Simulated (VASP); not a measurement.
Band-structure run, with input and output: GaN (part 1 of 2)

System: GaN (P6₃mc, 4 atoms in the cell).
Method: Kohn-Sham DFT of a periodic cell, PBE, VASP PAW PBE potentials, recommended, no spin polarisation (VASP 6.6.1).

The structure derives from an entry of the Crystallography Open Database.

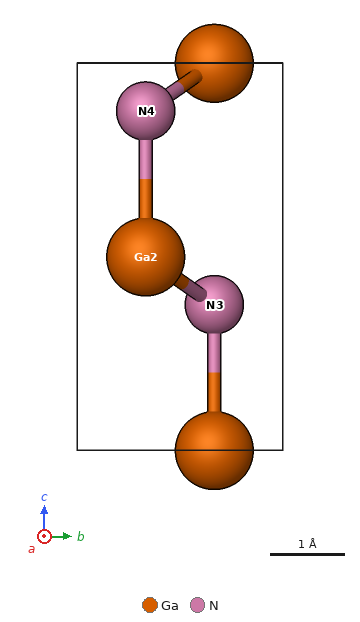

Figure 1. The structure (ball-and-stick view of the cell of the calculation, along the a axis; atoms are numbered from 1 in the order of the input). An atom can appear more than once, as a periodic image.

**Key numbers**

```tsv
quantity	value
outcome	converged
space group (tolerance 0.01 Å)	P6₃mc (186)
electrons treated	36
free energy	−24.3279 eV
gap on the k-point mesh	1.71 eV
gap on the band path	1.71 eV
pressure	0.03 GPa
largest force (length of the vector)	under 0.001 eV/Å
hardware	1 thread of Intel Xeon (Granite Rapids), 64 GiB of memory available, shared host
wall time	64 s
peak memory	0.25 GiB
```

**INCAR**
```
SYSTEM = GaN
PREC = Accurate ; ENCUT = 520
EDIFF = 1E-7 ; ISMEAR = 0
SIGMA = 0.02 ; LREAL = .FALSE.
LASPH = .TRUE. ; NELM = 80
ALGO = Normal ; ISIF = 2
LWAVE = .FALSE. ; LCHARG = .FALSE.
GGA = PE ; AMIX = 0.2
```

**KPOINTS**
```
regular mesh
0
G
  12 12 6
  0 0 0
```

**KPOINTS_OPT**
```
path GMKGALHA,LM,KH
20
line-mode
reciprocal
 0.0000000000  0.0000000000  0.0000000000  G
 0.5000000000  0.0000000000  0.0000000000  M

 0.5000000000  0.0000000000  0.0000000000  M
 0.3333333333  0.3333333333  0.0000000000  K

 0.3333333333  0.3333333333  0.0000000000  K
 0.0000000000  0.0000000000  0.0000000000  G

 0.0000000000  0.0000000000  0.0000000000  G
 0.0000000000  0.0000000000  0.5000000000  A

 0.0000000000  0.0000000000  0.5000000000  A
 0.5000000000  0.0000000000  0.5000000000  L

 0.5000000000  0.0000000000  0.5000000000  L
 0.3333333333  0.3333333333  0.5000000000  H

 0.3333333333  0.3333333333  0.5000000000  H
 0.0000000000  0.0000000000  0.5000000000  A

 0.5000000000  0.0000000000  0.5000000000  L
 0.5000000000  0.0000000000  0.0000000000  M

 0.3333333333  0.3333333333  0.0000000000  K
 0.3333333333  0.3333333333  0.5000000000  H
```

**POSCAR**
```
GaN                                     
1.0
    3.2188884879      0.0000000000      0.0000000000
   -1.6094442439      2.7876391982      0.0000000000
    0.0000000000      0.0000000000      5.2445697879
  Ga              N             
     2     2
Direct
     0.3333333300000021    0.6666666699999979    0.9991422419515820
     0.6666666699999979    0.3333333300000021    0.4991422419515819
     0.3333333300000021    0.6666666699999979    0.3758577580484181
     0.6666666699999979    0.3333333300000021    0.8758577580484180
```

Launched with:
```bash
cat potpaw_PBE.64/Ga_d/POTCAR potpaw_PBE.64/N/POTCAR > POTCAR
mpirun -np 1 vasp_std > vasp.out
```

**OSZICAR**
```
N       E                     dE             d eps       ncg     rms          rms(c)
DAV:   1     0.280345116332E+03    0.28035E+03   -0.18491E+04  3480   0.304E+03
DAV:   2     0.890602232506E+01   -0.27144E+03   -0.26246E+03  3714   0.534E+02
DAV:   3    -0.267921788075E+02   -0.35698E+02   -0.35173E+02  3830   0.156E+02
DAV:   4    -0.282299819373E+02   -0.14378E+01   -0.14340E+01  4778   0.336E+01
DAV:   5    -0.282523608882E+02   -0.22379E-01   -0.22369E-01  3734   0.376E+00    0.108E+01
DAV:   6    -0.252509320417E+02    0.30014E+01   -0.37568E+00  6104   0.283E+01    0.570E+00
DAV:   7    -0.242999683648E+02    0.95096E+00   -0.48676E+00  5948   0.268E+01    0.271E+00
DAV:   8    -0.243533750202E+02   -0.53407E-01   -0.83109E-01  4998   0.152E+01    0.116E+00
DAV:   9    -0.243285251742E+02    0.24850E-01   -0.15281E-01  5832   0.685E+00    0.340E-01
DAV:  10    -0.243281961124E+02    0.32906E-03   -0.29475E-02  5090   0.228E+00    0.303E-01
DAV:  11    -0.243277756652E+02    0.42045E-03   -0.45503E-03  3680   0.613E-01    0.172E-01
DAV:  12    -0.243282315716E+02   -0.45591E-03   -0.35967E-04  4916   0.397E-01    0.132E-01
DAV:  13    -0.243278703122E+02    0.36126E-03   -0.16353E-03  5112   0.775E-01    0.300E-02
DAV:  14    -0.243278887775E+02   -0.18465E-04   -0.18692E-04  3810   0.114E-01    0.349E-02
DAV:  15    -0.243278911962E+02   -0.24187E-05   -0.96951E-06  5110   0.277E-02    0.446E-02
DAV:  16    -0.243278905745E+02    0.62174E-06   -0.73458E-06  4040   0.236E-02    0.164E-02
DAV:  17    -0.243278904954E+02    0.79069E-07   -0.20791E-06  4692   0.138E-02    0.260E-03
DAV:  18    -0.243278905664E+02   -0.71020E-07   -0.31684E-07  3572   0.511E-03
   1 F= -.24327891E+02 E0= -.24327891E+02  d E =-.532840E-18
       N       E                     dE             ncg
DAV:   1     0.937224842232E+04   -0.50135E+05     3458
DAV:   2    -0.104832747338E+05   -0.19856E+05     3630
DAV:   3    -0.130549120442E+05   -0.25716E+04     3850
DAV:   4    -0.131641158898E+05   -0.10920E+03     4602
DAV:   5    -0.131659126340E+05   -0.17967E+01     3868
DAV:   6    -0.131659990918E+05   -0.86458E-01     5090
DAV:   7    -0.131660002644E+05   -0.11726E-02     3984
DAV:   8    -0.131660003062E+05   -0.41834E-04     4952
DAV:   9    -0.131660003071E+05   -0.89232E-06     2928
DAV:  10    -0.131660003072E+05   -0.28554E-07     2818
       N       E                     dE             ncg
DAV:   1     0.940584874984E+04   -0.75157E+05     3500
DAV:   2    -0.106613032395E+05   -0.20067E+05     3608
DAV:   3    -0.132149261722E+05   -0.25536E+04     3848
DAV:   4    -0.133197074263E+05   -0.10478E+03     4542
DAV:   5    -0.133213971825E+05   -0.16898E+01     3802
DAV:   6    -0.133214729744E+05   -0.75792E-01     5188
DAV:   7    -0.133214736256E+05   -0.65117E-03     3846
DAV:   8    -0.133214736467E+05   -0.21187E-04     4958
DAV:   9    -0.133214736471E+05   -0.34795E-06     2686
DAV:  10    -0.133214736471E+05   -0.26816E-07     2806
       N       E                     dE             ncg
DAV:   1     0.636450402629E+05   -0.38868E+05     1256
DAV:   2     0.563375613011E+05   -0.73075E+04     1348
DAV:   3     0.554761283251E+05   -0.86143E+03     1406
DAV:   4     0.554434218614E+05   -0.32706E+02     1730
DAV:   5     0.554429794996E+05   -0.44236E+00     1412
DAV:   6     0.554429591438E+05   -0.20356E-01     1906
DAV:   7     0.554429589253E+05   -0.21853E-03     1438
DAV:   8     0.554429589200E+05   -0.52668E-05     1780
DAV:   9     0.554429589199E+05   -0.85369E-07      992
```

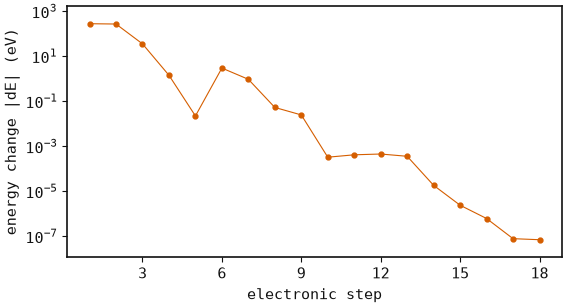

Figure 2. Convergence of the self-consistent field: energy change |dE| against the electronic step. It takes 18 electronic steps. The density is held fixed in the first few steps, and dE rises again when its update begins.

**Parts of OUTCAR**
```
SYSTEM = GaN
   PREC = Accurate
   ENCUT = 520
   EDIFF = 1E-7
   ISMEAR = 0
   LREAL = .FALSE.
   LASPH = .TRUE.
   NELM = 80
   ISIF = 2
   GGA = PE
   AMIX = 0.2

 ion  position               nearest neighbor table
   1  0.333  0.667  0.999-   4 1.97   4 1.97   4 1.97   3 1.98
   2  0.667  0.333  0.499-   3 1.97   3 1.97   3 1.97   4 1.98
   3  0.333  0.667  0.376-   2 1.97   2 1.97   2 1.97   1 1.98
   4  0.667  0.333  0.876-   1 1.97   1 1.97   1 1.97   2 1.98

  LATTYP: Found a hexagonal cell.
 ALAT       =     3.2188884879
 C/A-ratio  =     1.6293108033

  Lattice vectors:

 A1 = (   3.2188884879,   0.0000000000,   0.0000000000)
 A2 = (  -1.6094442439,   2.7876391982,   0.0000000000)
 A3 = (   0.0000000000,   0.0000000000,   5.2445697879)

Analysis of symmetry for initial positions (statically):
=====================================================================
 Subroutine PRICEL returns:
 Original cell was already a primitive cell.

 Routine SETGRP: Setting up the symmetry group for a
 hexagonal supercell.

 Subroutine GETGRP returns: Found 12 space group operations
 (whereof  6 operations were pure point group operations)
 out of a pool of 24 trial point group operations.

The static configuration has the point symmetry C_3v.
 The point group associated with its full space group is C_6v.

Analysis of symmetry for dynamics (positions and initial velocities):
=====================================================================
 Subroutine PRICEL returns:
 Original cell was already a primitive cell.

 Routine SETGRP: Setting up the symmetry group for a
 hexagonal supercell.

 Subroutine GETGRP returns: Found 12 space group operations
 (whereof  6 operations were pure point group operations)
 out of a pool of 24 trial point group operations.

The dynamic configuration has the point symmetry C_3v.
 The point group associated with its full space group is C_6v.

 Subroutine INISYM returns: Found 12 space group operations
 (whereof  6 operations are pure point group operations),
 and found     1 'primitive' translations

----------------------------------------------------------------------------------------

                                     Primitive cell

  volume of cell :      47.0600

  direct lattice vectors                    reciprocal lattice vectors
     3.218888488  0.000000000  0.000000000     0.310666245  0.179363241  0.000000000
    -1.609444244  2.787639198  0.000000000     0.000000000  0.358726481  0.000000000
     0.000000000  0.000000000  5.244569788     0.000000000  0.000000000  0.190673409

  length of vectors
     3.218888488  3.218888484  5.244569788     0.358726481  0.358726481  0.190673409

  position of ions in fractional coordinates (direct lattice)
     0.333333330  0.666666670  0.999142242
     0.666666670  0.333333330  0.499142242
     0.333333330  0.666666670  0.375857758
     0.666666670  0.333333330  0.875857758

  ion indices of the primitive-cell ions
   primitive index   ion index
                 1           1
                 2           2
                 3           3
                 4           4

----------------------------------------------------------------------------------------

 KPOINTS: regular mesh

Automatic generation of k-mesh.
 Grid dimensions read from file:
 generate k-points for:   12   12    6

 Generating k-lattice:

  Cartesian coordinates                     Fractional coordinates (reciprocal lattice)
     0.025888854  0.014946937  0.000000000     0.083333333 -0.000000000  0.000000000
     0.000000000  0.029893873  0.000000000     0.000000000  0.083333333  0.000000000
     0.000000000  0.000000000  0.031778901     0.000000000  0.000000000  0.166666667

  Length of vectors
     0.029893873  0.029893873  0.031778901

  Shift w.r.t. Gamma in fractional coordinates (k-lattice)
     0.000000000  0.000000000  0.000000000

 Subroutine IBZKPT returns following result:
 ===========================================

 Found     76 irreducible k-points:

 Following reciprocal coordinates:
            Coordinates               Weight
  0.000000  0.000000  0.000000      1.000000
  0.083333  0.000000  0.000000      6.000000
  0.166667  0.000000  0.000000      6.000000
  0.250000  0.000000  0.000000      6.000000
  0.333333  0.000000  0.000000      6.000000
  0.416667 -0.000000  0.000000      6.000000
  0.500000  0.000000  0.000000      3.000000
  0.083333  0.083333  0.000000      6.000000
  0.166667  0.083333  0.000000     12.000000
  0.250000  0.083333  0.000000     12.000000
  0.333333  0.083333  0.000000     12.000000
  0.416667  0.083333  0.000000     12.000000
  0.166667  0.166667  0.000000      6.000000
  0.250000  0.166667  0.000000     12.000000
  0.333333  0.166667  0.000000     12.000000
  0.416667  0.166667  0.000000      6.000000
  0.250000  0.250000  0.000000      6.000000
  0.333333  0.250000  0.000000     12.000000
  0.333333  0.333333  0.000000      2.000000
  0.000000  0.000000  0.166667      2.000000
  0.083333  0.000000  0.166667     12.000000
  0.166667  0.000000  0.166667     12.000000
  0.250000  0.000000  0.166667     12.000000
  0.333333  0.000000  0.166667     12.000000
 [... further k-points ...]
```
